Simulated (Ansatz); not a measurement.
A series of calculations on Se

## 1. Relaxation

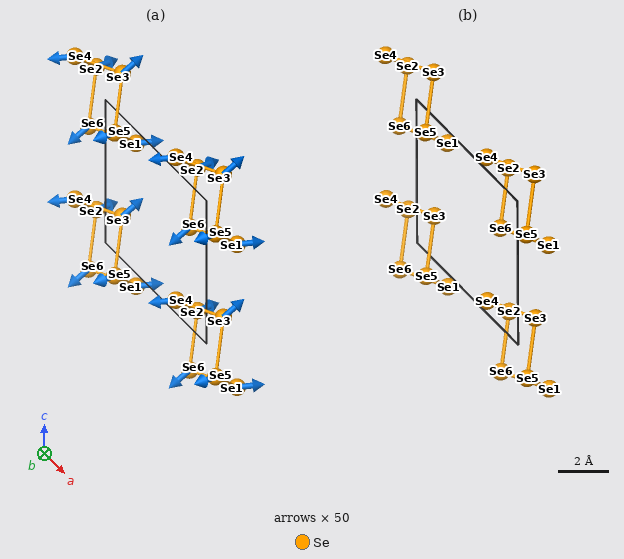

The structure of solid Se (set up in R-3) before (left) and after (right) a relaxation, at one scale. The blue arrows give the displacements (the part carried along by the change of the cell is left out), magnified 50 times.

Style: ball-and-stick. Shown: the cell of the calculation, along the b axis.

Case: volume × 0.97, shape and atoms relaxed.

All numbers below come from DFT PBEsol, scalar-relativistic, plane waves, PAW (Ansatz 0.2.0).

Input
```yaml
crystal:
  lattice:
    - [5.2974035112, 3.0584573431, 1.5068462481]
    - [-5.2974035112, 3.0584573431, 1.5068462481]
    - [0.0, -6.1169146864, 1.506846248]
  atoms:
    - { symbol: Se, position: [0.3025245758, 0.1671748821, 0.9090848794] }
    - { symbol: Se, position: [0.9090848794, 0.3025245758, 0.1671748821] }
    - { symbol: Se, position: [0.1671748821, 0.9090848794, 0.3025245758] }
    - { symbol: Se, position: [0.6974754242, 0.8328251179, 0.0909151206] }
    - { symbol: Se, position: [0.0909151206, 0.6974754242, 0.8328251179] }
    - { symbol: Se, position: [0.8328251179, 0.0909151206, 0.6974754242] }
basis:
  ecutwfc: 420
kpoints:
  mp_grid: { grid: [6, 6, 6] }
hamiltonian:
  xc: pbesol
scf:
  occupations: { method: gaussian, width: 0.02 }
output:
  forces: true
  stress: true
  eigenvalues: true
  write_density: true
  write_potential: true
  elf: true
  volumetric_format: npy
relax:
  adjacent_minimum: "off"
  f_tol: 0.01
  max_steps: 30
  cell: { stress_tol: 0.1, fix: [volume] }
```

Launched with:
```bash
ansatz run input.yaml --threads 1 --pin off --max-ram 2560MiB --backend cpu --events-out ev --progress --plain --runs-dir out
```

Q: Describe what moved and what it gained.

A: The largest moves relative to the cell, 0.023 Å, are those of Se1, Se2, Se3, Se4, Se5 and Se6. Se2 goes roughly along [2 3 2]. The drawn cell changes at constant volume: a = b = c 6.300 → 6.339 Å (+0.6 %), α 114.5° → 114.7°, β 114.5° → 114.7°, γ 114.5° → 114.7°. Some distances before and after: Se1–Se5 2.406 → 2.437 Å. The space group stays R-3 (No. 148). Over 4 accepted moves (5 points after the start) the energy falls by 3.6 meV per atom. Largest force component: 0.22 eV/Å at the start, 0.0022 eV/Å at the end. Pressure: 2.07 GPa at the start and 0.50 GPa at the end. The SCF was repeated once at an unchanged geometry on a basis and grid sized afresh for the cell, which shifted the energy by less than 0.05 meV per atom at most. Cost: 100 s on 1 thread of Arm Neoverse V2, on a shared host, peak memory 0.55 GiB.

## 2. Relaxation

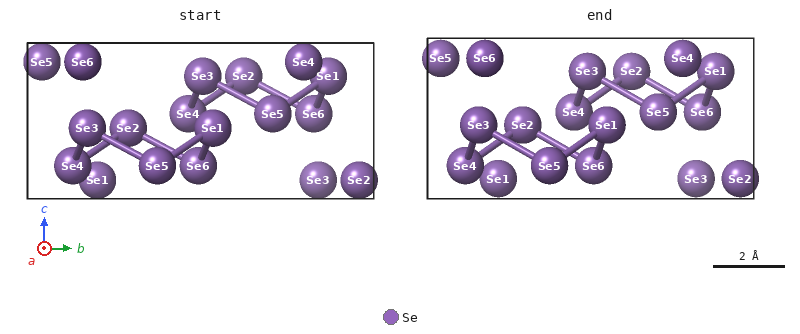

The structure of solid Se (set up in R-3) before (left) and after (right) a relaxation, at one scale.

A ball-and-stick model of the conventional cell (3 times the calculation's cell), seen along the a axis. Lengths and directions refer to the drawn axes.

The calculation used DFT PBEsol, scalar-relativistic, plane waves, PAW in Ansatz. Settings: plane-wave cutoff 420 eV; k-point mesh 6 × 6 × 6; occupations gaussian; smearing width 0.02 eV; no spin polarisation; cell and atoms relaxed; force threshold 0.005 eV/Å; at most 80 steps.

> Describe what moved and what it gained.

The largest moves relative to the cell, 0.17 Å, are those of Se1, Se2, Se3, Se4, Se5 and Se6. Se6 goes along [0 2 −1]. Cell: a = b 11.362 → 10.703 Å (−5.8 %), c 4.429 → 4.567 Å (+3.1 %). Volume −8.5 %. Among the contacts that change: Se1–Se2 3.414 → 3.027 Å, Se1–Se5 2.356 → 2.430 Å. The space group stays R-3 (No. 148). The energy falls by 30.8 meV per atom in 6 accepted moves (8 points after the start). The largest force component goes from 0.29 to 0.0012 eV/Å. The pressure goes from 0.10 to 0.00 GPa. The line search rejected the trial step at point 4 of the run. The SCF was repeated once at an unchanged geometry on a basis and grid sized afresh for the cell, which shifted the energy by 0.2 meV per atom at most.

## 3. A change

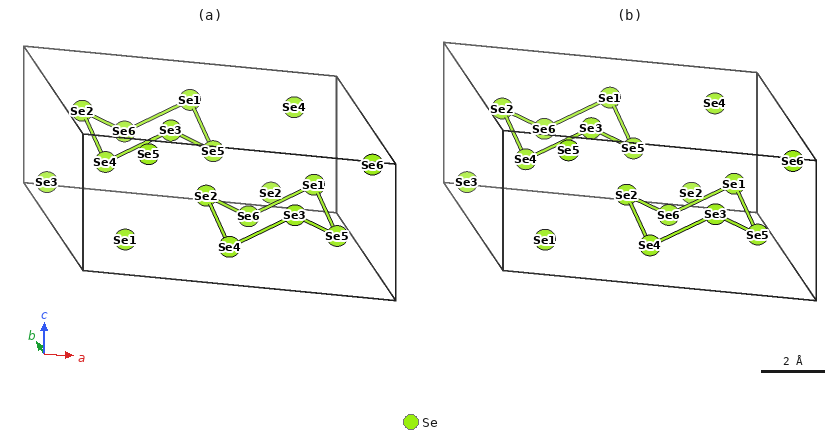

Left: solid Se (set up in R-3). Right: the same structure after one change, at the same scale. The picture is a ball-and-stick view of the conventional cell (3 times the calculation's cell), seen slightly off an axis. Lengths and directions refer to the drawn axes.

Level of theory: DFT PBEsol, scalar-relativistic, plane waves, PAW (Ansatz 0.2.0). (plane-wave cutoff 420 eV; k-point mesh 6 × 6 × 6; occupations gaussian; smearing width 0.02 eV; no spin polarisation)

### What was changed?

The volume is changed by +3.0 %. The cell's shape and the atoms are relaxed at that volume.

### And its effect?

The drawn cell changes as follows: a = b 10.703 → 10.724 Å (+0.2 %), c 4.567 → 4.685 Å (+2.6 %); the volume changes by +3.0 %. The largest moves relative to the cell, 0.023 Å, are those of Se1, Se2, Se3, Se4, Se5 and Se6. Se2 goes roughly along [0 −1 −3]. Among the bonded contacts that change: Se–Se 2.430 → 2.424 Å. The space group stays R-3 (No. 148). The energy changes by less than 1 meV per atom. Pressure: 0.0 GPa before, −0.3 GPa after.
